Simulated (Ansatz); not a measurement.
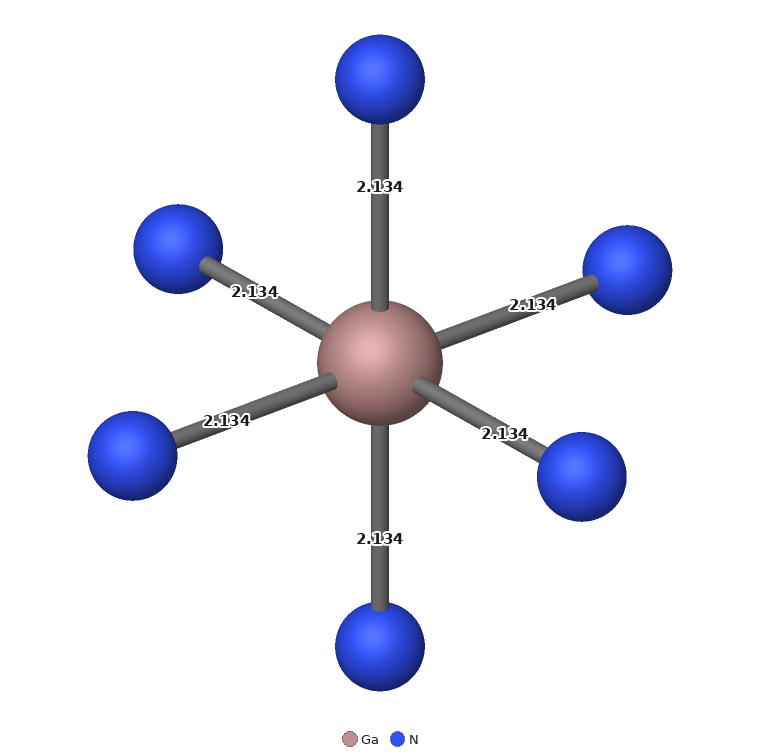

The surroundings of site Ga1 (at 0.000, 0.000, 0.000) in GaN (Fm-3m, No. 225), with bond lengths in Å.

The cell is taken from the end point of a relaxation with DFT, PBE, plane waves, PAW in Ansatz; the starting structure was generated, so it need not be a known form of this composition.

```
CELL_PARAMETERS angstrom
4.26800 0.00000 0.00000
0.00000 4.26800 0.00000
0.00000 0.00000 4.26800
ATOMIC_POSITIONS crystal
Ga 0.00000 0.00000 0.00000
N 0.50000 0.00000 0.00000
Ga 0.00000 0.50000 0.50000
N 0.50000 0.50000 0.50000
Ga 0.50000 0.00000 0.50000
N 0.00000 0.00000 0.50000
Ga 0.50000 0.50000 0.00000
N 0.00000 0.50000 0.00000
```

Bond valence s = exp((R0 − d)/b), R0 fitted to published crystal structures with b = 0.37 Å; R0 in Å: Ga3+–N 1.897.

### Calculate the bond-valence sum of Ga1 from the bonds drawn.

6 × 0.527 = 3.16 v.u., against a formal valence of 3: overbonded (bonds short for this ion) by 0.16.

### And over the whole structure?

```tsv
site	x, y, z	formal valence	bond-valence sum	difference
Ga1	0.000, 0.000, 0.000	+3	3.23	0.23
N1	0.500, 0.000, 0.000	−3	3.23	0.23
```

These sums include all anions within 5 Å. The global instability index (root mean square of the differences over all atoms) is 0.23 v.u.: above 0.2, which by the usual rule of thumb marks a strained structure. Cells relaxed with PBE tend to have slightly long bonds, which lowers the sums.
